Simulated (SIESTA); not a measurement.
**MgO$_{2}$: 7 runs along one coordinate**

System: MgO$_{2}$ (Pa-3, 12 atoms in the cell).
Method: Kohn-Sham DFT of a periodic cell, LDA, PseudoDojo 0.4 standard, converted to PSML, no spin polarisation (SIESTA 5.4.2).

The 7 runs differ only in the geometry, by an even scaling of the cell at fixed fractional positions. The structure derives from a Materials Project entry.

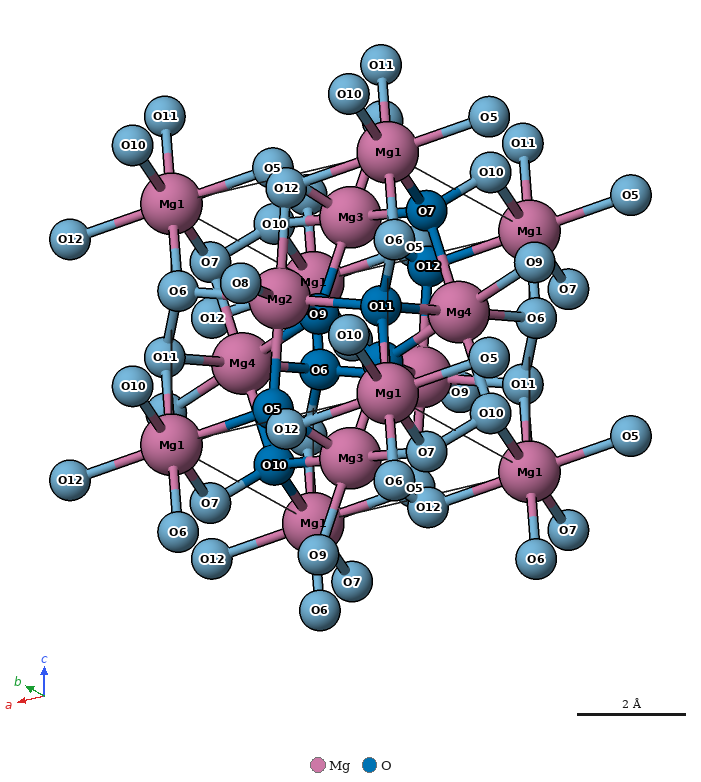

Figure 1. The structure of run 4 (ball-and-stick view of the cell of the calculation, seen at an oblique angle; neighbours outside the cell are drawn fainter; atoms are numbered from 1 in the order of the input). An atom can appear more than once, as a periodic image.

## Input of run 4
```
SystemName                      MgO2
SystemLabel                     MgO2
NumberOfSpecies                 2
NumberOfAtoms                   12
%block ChemicalSpeciesLabel
  1  12 Mg
  2   8 O
%endblock ChemicalSpeciesLabel

LatticeConstant                 1.0 Ang
%block LatticeVectors
     4.8286124700     0.0000000000     0.0000000000
     0.0000000000     4.8286124700     0.0000000000
     0.0000000000     0.0000000000     4.8286124700
%endblock LatticeVectors
AtomicCoordinatesFormat         Fractional
%block AtomicCoordinatesAndAtomicSpecies
     0.0000000000     0.0000000000     0.0000000000  1  Mg
     0.5000000000     0.0000000000     0.5000000000  1  Mg
     0.5000000000     0.5000000000     0.0000000000  1  Mg
     0.0000000000     0.5000000000     0.5000000000  1  Mg
     0.5894244400     0.9105755600     0.0894244400  2  O
     0.9105755600     0.0894244400     0.5894244400  2  O
     0.0894244400     0.5894244400     0.9105755600  2  O
     0.4105755600     0.4105755600     0.4105755600  2  O
     0.5894244400     0.5894244400     0.5894244400  2  O
     0.9105755600     0.4105755600     0.0894244400  2  O
     0.0894244400     0.9105755600     0.4105755600  2  O
     0.4105755600     0.0894244400     0.9105755600  2  O
%endblock AtomicCoordinatesAndAtomicSpecies

%block kgrid.MonkhorstPack
    4   0   0  0.0
    0   4   0  0.0
    0   0   4  0.0
%endblock kgrid.MonkhorstPack
XC.Functional                   LDA
XC.Authors                      PW92
PAO.BasisSize                   DZP
PAO.EnergyShift                 0.003 Ry
Mesh.Cutoff                     800 Ry
OccupationFunction              FD
ElectronicTemperature           0.05 eV
MaxSCFIterations                120
SCF.MustConverge                false
SCF.Mixer.Method                Pulay
SCF.Mixer.Weight                0.25
SCF.Mixer.History               8
SCF.DM.Tolerance                5.0e-05
SCF.H.Tolerance                 1.0e-03 eV
WriteForces                     true
Charge.Mulliken                 end
%block PAO.Basis
  Mg 4
  n=2 0 2
    2.614 0.000
  n=3 0 2
    8.196 0.000
  n=2 1 2
    2.949 0.000
  n=3 1 1
    8.196
%endblock PAO.Basis
```

Command:
```bash
siesta MgO2.fdf > MgO2.out 2>&1
```

Lattice vectors (Å) and fractional positions of run 4:
```
   4.828612    0.000000    0.000000
   0.000000    4.828612    0.000000
   0.000000    0.000000    4.828612
Mg  0.000000  0.000000  0.000000
Mg  0.500000  0.000000  0.500000
Mg  0.500000  0.500000  0.000000
Mg  0.000000  0.500000  0.500000
O   0.589424  0.910576  0.089424
O   0.910576  0.089424  0.589424
O   0.089424  0.589424  0.910576
O   0.410576  0.410576  0.410576
O   0.589424  0.589424  0.589424
O   0.910576  0.410576  0.089424
O   0.089424  0.910576  0.410576
O   0.410576  0.089424  0.910576
```

Run 6 differs from it as follows:
```diff
-     4.8286124700     0.0000000000     0.0000000000
-     0.0000000000     4.8286124700     0.0000000000
-     0.0000000000     0.0000000000     4.8286124700
+     4.8921541314     0.0000000000     0.0000000000
+     0.0000000000     4.8921541314     0.0000000000
+     0.0000000000     0.0000000000     4.8921541314
```

## Results, with one run withheld

| run | volume per atom (Å³) | free energy per atom, from the lowest run given (meV) | pressure (GPa) | gap on the mesh (eV) |
| --- | --- | --- | --- | --- |
| 1 | 8.819 | 11.75 | 8.88 | 4.04 |
| 2 | 9.007 | 3.70 | 4.95 | 3.91 |
| 3 | 9.194 | 0.00 | 1.41 | 3.79 |
| 4 | 9.382 | 0.25 | −1.78 | 3.68 |
| 5 | 9.569 | 4.05 | −4.65 | 3.57 |
| 6 | 9.757 | ? | ? | ? |
| 7 | 9.945 | 20.99 | −9.65 | 3.36 |

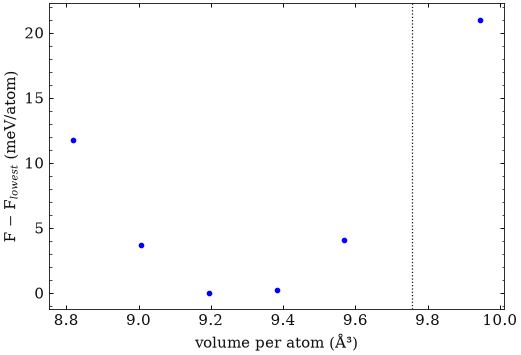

Figure 2. Free energy per atom of the runs given; the dotted line marks run 6.

Fit the runs given and predict run 6.

A cubic polynomial in V^(−2/3) (the Birch–Murnaghan form), fitted to the 6 runs given, misses them by at most 0.01 meV per atom. With x = V^(−2/3) − 0.22601 Å⁻², it reads F = −0.29073 − 210 x + 2.0163e+05 x² + 29489 x³ (meV per atom). At run 6 it gives 11.06 meV per atom, and the run itself gives 11.06. The slope of the fit gives a pressure −dF/dV of −7.26 GPa there, and the run prints −7.27 GPa. The fit has its minimum at 9.275 Å³ per atom, where V d²F/dV² gives 159 GPa. Cell shape and fractional positions are held, so this is the stiffness under even scaling; the relaxed bulk modulus wasn't computed. The gap on the mesh goes, without turning, from 4.04 eV in run 1 to 3.36 eV in run 7; run 6 has 3.46 eV. These are gaps of this functional on this mesh, which can miss the band edges; they aren't the measured gap.

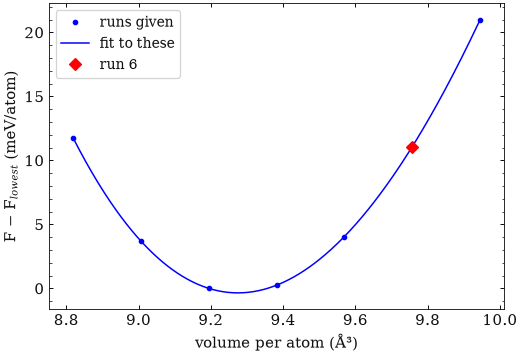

Figure 3. The fit and the withheld run.

## Some lines of the output (run 6)
```
[...]
outcell: Cell volume (Ang**3)        :    117.0848
stepf: Fermi-Dirac step function
siesta: Etot    =    -10042.580491
siesta: FreeEng =    -10042.580491
        iscf     Eharris(eV)        E_KS(eV)     FreeEng(eV)     dDmax    Ef(eV) dHmax(eV)
siesta: E_KS(eV) =           -10046.3114
siesta: E_KS - E_eggbox =    -10046.3114
siesta: Etot    =    -10046.311351
siesta: FreeEng =    -10046.311351
siesta:         Fermi =      -5.130669
siesta: Cell volume =        117.084766 Ang**3
    Orbital volume contribution        =           6.354906 eV
```

Notes: Points of doubt noted for this run: mulliken charges of long orbitals. With a small basis of atomic orbitals these values can differ much from converged plane-wave results.
